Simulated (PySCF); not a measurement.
## A series of single points on As

System: As (R-3m, 2 atoms in the cell).
Method: Kohn-Sham DFT of a periodic cell in Gaussian orbitals, PBEsol, DZVP-MOLOPT-SR/GTH-PBE, no spin polarisation (PySCF 2.14.0).

The 7 runs differ only in the geometry, by an even scaling of the cell at fixed fractional positions. The structure derives from an entry of the Crystallography Open Database.

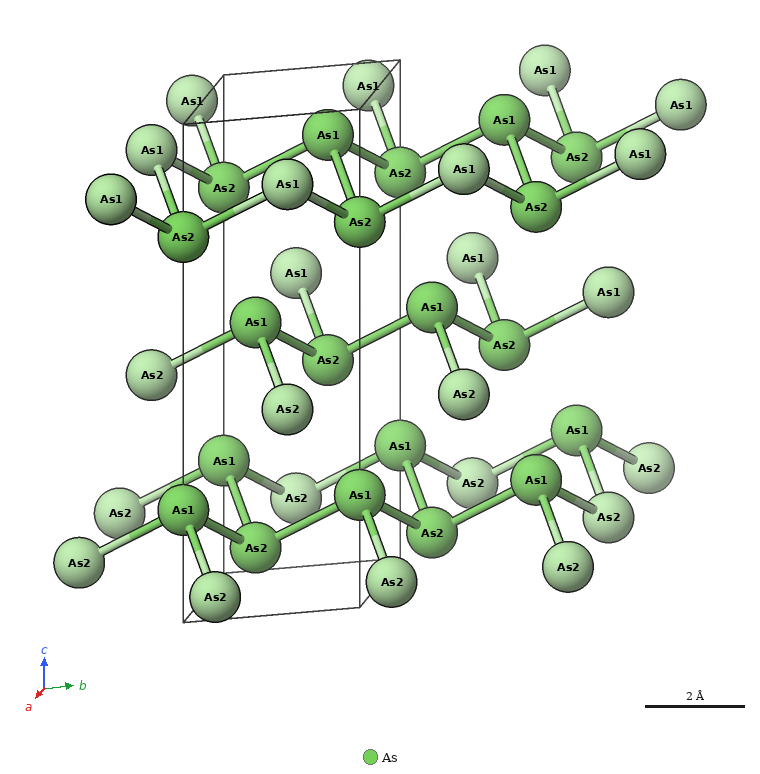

Figure 1. The structure of run 4 (ball-and-stick view of the cell 3 times as large as that of the calculation, set on its symmetry axes, repeated 1 × 2 × 1, seen slightly off an axis; neighbours outside the cell are drawn fainter; atoms are numbered from 1 in the order of the input).

## Input of run 4
```python
import json
import numpy as np
from pyscf.pbc import gto, scf, dft, df

cell = gto.Cell()
cell.basis = 'DZVP-MOLOPT-SR-GTH-q5'
cell.pseudo = 'GTH-PBE-q5'
cell.fromfile('As.cif')
cell.ke_cutoff = 50  # hartree
cell.exp_to_discard = 0.02
cell.precision = 1e-08
cell.space_group_symmetry = True
cell.symmorphic = False
cell.max_memory = 5880  # MB
cell.verbose = 4
cell.build()

res = {}
kpts = cell.make_kpts([7, 7, 7], space_group_symmetry=True, time_reversal_symmetry=True)
cell.space_group_symmetry = False  # the mesh holds the operations; no search on the supercells of the integral code
mf = dft.KRKS(cell, kpts, xc='pbesol')
mf = mf.multigrid_numint()
mf = mf.smearing(sigma=0.00183747, method='fermi')  # hartree
mf.conv_tol = 1e-07
mf.max_cycle = 60

mf.kernel()
res.update(converged=bool(mf.converged), e_tot=mf.e_tot, nelec=cell.nelectron, nao=cell.nao, mesh=list(map(int, cell.mesh)), a=cell.lattice_vectors().tolist(), coords=cell.atom_coords().tolist(),
           mo_energy=[np.real(x).tolist() for x in mf.mo_energy], mo_occ=[np.real(x).tolist() for x in mf.mo_occ])
res.update(e_free=mf.e_free, e_zero=mf.e_zero)
res.update(kpts=kpts.kpts_scaled_ibz.tolist(), weights=kpts.weights_ibz.tolist())
res['parts'] = {k: float(np.real(v)) for k, v in mf.scf_summary.items() if np.isscalar(v)}
json.dump(res, open('results.json', 'w'))
if not mf.converged:
    raise SystemExit('SCF not converged')

print('levels (eV)')
for i, kp in enumerate(res['kpts'][:40]):
    print('k %7.4f %7.4f %7.4f  ' % tuple(kp), ' '.join('%.3f' % (x * 27.211386) for x in res['mo_energy'][i][:10]))

mf = mf.to_khf()  # unfold to the whole mesh
kpts = mf.kpts
# Mulliken populations
dm, s = np.asarray(mf.make_rdm1()), np.asarray(mf.get_ovlp())
sites = cell.aoslice_by_atom()[:, 2:]
tot = np.einsum('kij,kji->i', dm, s).real / len(kpts)
res['mulliken'] = [cell.atom_charge(i) - tot[a0:a1].sum() for i, (a0, a1) in enumerate(sites)]
print('Mulliken charges', np.round(res['mulliken'], 5))
res['done'] = True
json.dump(res, open('results.json', 'w'))
```

## File As.cif of run 4
```
data_As
_cell_length_a 4.13100000
_cell_length_b 4.13100000
_cell_length_c 4.13100000
_cell_angle_alpha 54.16700000
_cell_angle_beta 54.16700000
_cell_angle_gamma 54.16700000
_space_group_name_H-M_alt 'P1'
_space_group_name_Hall 'P 1'
_space_group_IT_number 1
loop_
_space_group_symop_operation_xyz
'x,y,z'
loop_
_atom_site_label
_atom_site_type_symbol
_atom_site_symmetry_multiplicity
_atom_site_Wyckoff_symbol
_atom_site_fract_x
_atom_site_fract_y
_atom_site_fract_z
_atom_site_occupancy
As1 As 1 a 0.2260000000 0.2260000000 0.2260000000 1
As2 As 1 a 0.7740000000 0.7740000000 0.7740000000 1
```

Command:
```bash
OMP_NUM_THREADS=4 python -u run.py > log
```

Lattice vectors (Å) and fractional positions of run 4:
```
   1.880797    1.085879    3.514062
  -1.880797    1.085879    3.514062
   0.000000   -2.171757    3.514062
As  0.226000  0.226000  0.226000
As  0.774000  0.774000  0.774000
```

Run 6 has the same physical settings and fractional positions; its lattice vectors (Å) are:
```
   1.905547    1.100168    3.560305
  -1.905547    1.100168    3.560305
   0.000000   -2.200336    3.560305
```

## Results, with one run withheld

```csv
run,volume per atom (Å³),"free energy per atom, from the lowest run given (meV)"
1,20.239,47.62
2,20.669,27.75
3,21.100,13.56
4,21.530,4.47
5,21.961,0.00
6,22.392,?
7,22.822,3.14
```

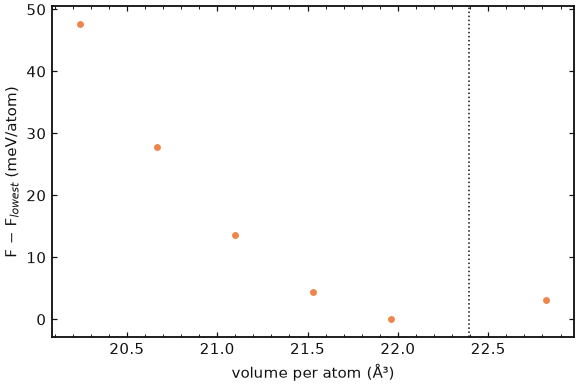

Figure 2. Free energy per atom of the runs given; the dotted line marks run 6.

Estimate the energy of run 6 from the others.

A cubic polynomial in V^(−2/3) (the Birch–Murnaghan form), fitted to the 6 runs given, misses them by at most 0.01 meV per atom. With x = V^(−2/3) − 0.12990 Å⁻², it reads F = 7.4994 + 4906.6 x + 7.4081e+05 x² + 8.7141e+05 x³ (meV per atom). At run 6 it gives −0.30 meV per atom, and the run itself gives −0.31. The fit has its minimum at 22.208 Å³ per atom, where V d²F/dV² gives 75.2 GPa. Cell shape and fractional positions are held, so this is the stiffness under even scaling; the relaxed bulk modulus wasn't computed.

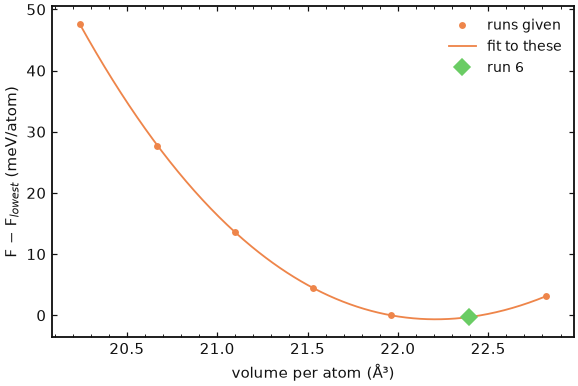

Figure 3. The fit and the withheld run.

## Output, shortened to warnings, some set-up lines, iterations and results (run 6)
```
k-points in IBZ                         weights
[...]
cycle= 1 E= -12.5955361691933  delta_E= -0.075  |g|= 0.258  |ddm|= 15.9
cycle= 2 E= -12.596251475882  delta_E= -0.000715  |g|= 0.18  |ddm|= 2.05
cycle= 3 E= -12.5968781074863  delta_E= -0.000627  |g|= 0.0211  |ddm|= 0.964
cycle= 4 E= -12.5968868172713  delta_E= -8.71e-06  |g|= 0.000263  |ddm|= 0.116
cycle= 5 E= -12.5968868222137  delta_E= -4.94e-09  |g|= 1.35e-05  |ddm|= 0.00178
    sigma = 0.00183747  Optimized mu = 0.263475616237  entropy = 0.0492050060534
nelec by numeric integration = 10.000000000000004
    Total E(T) = -12.5968868221624  Free energy = -12.5969772348849  E0 = -12.5969320285236
Extra cycle  E= -12.5968868221624  delta_E= 5.13e-11  |g|= 6.69e-06  |ddm|= 0.000121
converged SCF energy = -12.5968868221624
levels (eV)
k  0.0000  0.0000  0.0000   -7.560 1.208 4.943 5.251 5.251 8.747 10.048 10.048 14.625 14.625
k  0.5714 -0.0000 -0.0000   -5.354 -3.256 4.448 4.450 6.473 7.153 7.781 8.655 16.336 17.332
k  0.5714  0.4286 -0.0000   -4.738 -2.763 1.200 3.319 3.327 9.787 11.679 13.254 13.998 18.048
k  0.5714  0.5714 -0.0000   -5.195 -2.217 1.556 3.271 3.308 8.885 12.380 13.496 14.571 17.701
k  0.5714  0.5714  0.4286   -6.142 -2.520 3.296 4.901 6.511 8.562 8.743 10.665 15.612 17.409
k  0.5714  0.5714  0.5714   -6.446 -2.460 5.448 5.448 6.413 8.057 8.057 8.975 16.114 17.368
k  0.7143 -0.0000 -0.0000   -6.532 -1.398 4.448 4.684 5.843 8.073 8.863 9.177 14.681 15.126
k  0.7143  0.2857 -0.0000   -4.848 -3.245 1.832 4.575 4.606 8.852 8.875 12.183 14.569 16.244
k  0.7143  0.4286 -0.0000   -4.509 -3.412 1.547 3.639 4.197 9.896 10.262 12.404 13.444 16.756
k  0.7143  0.4286  0.4286   -5.530 -2.428 1.505 3.928 4.962 9.749 10.377 12.718 14.714 17.443
k  0.7143  0.5714 -0.0000   -5.580 -2.059 2.089 3.337 4.176 9.892 11.099 11.624 13.093 18.303
k  0.7143  0.5714  0.2857   -4.977 -2.803 1.419 2.432 5.958 8.627 11.444 12.989 15.034 15.455
k  0.7143  0.5714  0.4286   -5.793 -2.322 2.108 3.414 6.658 8.150 11.137 11.475 15.002 16.803
k  0.7143  0.5714  0.5714   -6.365 -2.081 3.539 4.593 6.243 8.819 9.467 10.213 14.681 17.757
k  0.7143  0.7143 -0.0000   -6.351 -1.069 2.761 3.820 4.714 9.249 10.285 11.564 14.178 16.453
k  0.7143  0.7143  0.2857   -4.853 -3.176 1.718 3.732 4.591 9.264 10.294 12.111 14.495 17.180
k  0.7143  0.7143  0.4286   -5.699 -2.410 1.782 4.392 5.794 8.982 9.322 12.366 15.232 16.184
k  0.7143  0.7143  0.5714   -6.532 -1.775 3.273 5.267 7.185 7.933 8.432 10.798 15.304 15.822
k  0.7143  0.7143  0.7143   -6.949 -1.299 5.346 5.346 6.130 8.683 8.683 9.035 14.908 15.825
k  0.8571 -0.0000  0.0000   -7.305 0.397 4.743 5.050 5.276 9.003 9.663 9.843 13.710 14.403
k  0.8571  0.1429  0.0000   -6.843 -0.602 3.922 5.192 5.425 8.374 8.960 10.253 13.385 15.095
k  0.8571  0.2857 -0.0000   -5.899 -2.233 3.149 4.927 5.695 7.803 8.226 10.540 14.268 15.961
k  0.8571  0.2857  0.2857   -5.441 -2.340 2.544 3.532 3.795 9.111 11.217 11.272 14.168 18.257
k  0.8571  0.4286 -0.0000   -4.783 -3.680 2.988 4.270 5.576 8.147 8.324 10.219 16.068 17.063
k  0.8571  0.4286  0.2857   -4.773 -2.923 1.580 2.669 4.520 9.456 10.962 12.845 14.117 17.136
[...]
```
